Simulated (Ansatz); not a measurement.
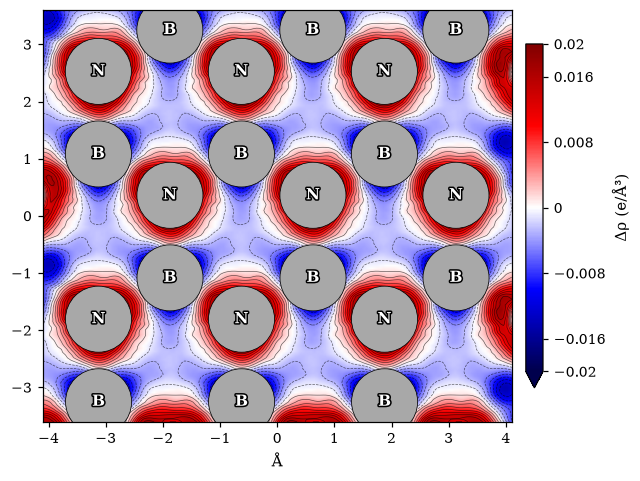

BN. Difference of the valence pseudo-densities of two functionals at the same geometry, on the (101) plane of the calculation cell: r2SCANH less HSE06.

Both computed with Ansatz (plane waves, PAW), on the same k-point mesh. Grey discs cover the atomic cores.

**Where does the change of functional move the electrons?**

Against HSE06, r2SCANH gives a change of +0.008 e/Å³ at the midpoint of B–N.
